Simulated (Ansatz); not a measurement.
```yaml
crystal:
  lattice:
    - [5.14492, 0.00000, 0.00000]
    - [0.00000, 5.14492, 0.00000]
    - [0.00000, 0.00000, 5.14492]
  atoms:
    - { symbol: Co, position: [0.00000, 0.00000, 0.00000] }
    - { symbol: Co, position: [0.00000, 0.50000, 0.50000] }
    - { symbol: Co, position: [0.50000, 0.00000, 0.50000] }
    - { symbol: Co, position: [0.50000, 0.50000, 0.00000] }
    - { symbol: O, position: [0.25000, 0.25000, 0.25000] }
    - { symbol: O, position: [0.25000, 0.75000, 0.75000] }
    - { symbol: O, position: [0.75000, 0.25000, 0.75000] }
    - { symbol: O, position: [0.75000, 0.75000, 0.25000] }
    - { symbol: Co, position: [0.00000, 0.00000, 0.50000] }
    - { symbol: Co, position: [0.00000, 0.50000, 0.00000] }
    - { symbol: Co, position: [0.50000, 0.00000, 0.00000] }
    - { symbol: Co, position: [0.50000, 0.50000, 0.50000] }
    - { symbol: O, position: [0.25000, 0.25000, 0.75000] }
    - { symbol: O, position: [0.25000, 0.75000, 0.25000] }
    - { symbol: O, position: [0.75000, 0.25000, 0.25000] }
    - { symbol: O, position: [0.75000, 0.75000, 0.75000] }
```

Space group Pm-3m; started from the CsCl (B2) prototype, which need not be the ambient phase; spin-polarised.

The calculation used DFT PBEsol, scalar-relativistic, plane waves, PAW (Ansatz 0.2.0).

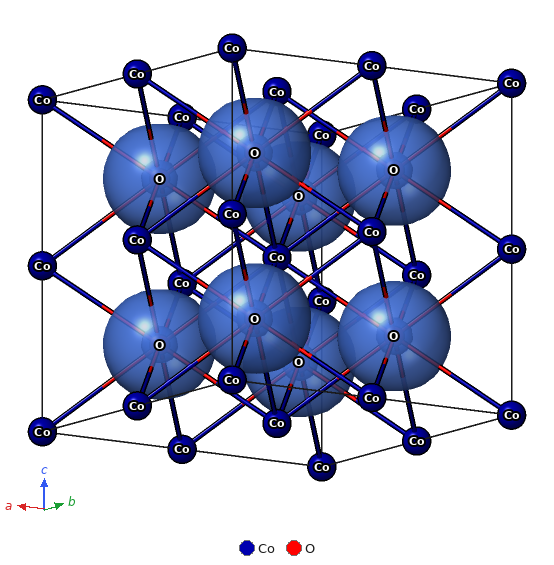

CoO. Isosurface of the electron localisation function at 0.6 (blue), seen at an oblique angle. Only the valence region is drawn (cores and ρ < 0.01 e/Å³ removed). Sticks mark near contacts.

### Identify the bonds, lone pairs and shells in this picture.

The ELF exceeds this value in eight regions wrapped around O (the valence shell of each), counted in one cell of 16 atoms. Regions shared between cells count once. Along the contacts the grid gives the following. Co–O (2.23 Å): the ELF peaks at about 0.80 in the valence shell of O, 0.6 Å from its nucleus, and is about 0.15 at the midpoint (no localised pair shows between them).

### Which magnetic arrangement did the calculation end in?

Antiferromagnetic in this solution, which needn't be the ground state, with every nearest magnetic neighbour opposed; site moments Co: +2.3 μB (×4) and −2.3 μB (×4) in one cell of 16 atoms.
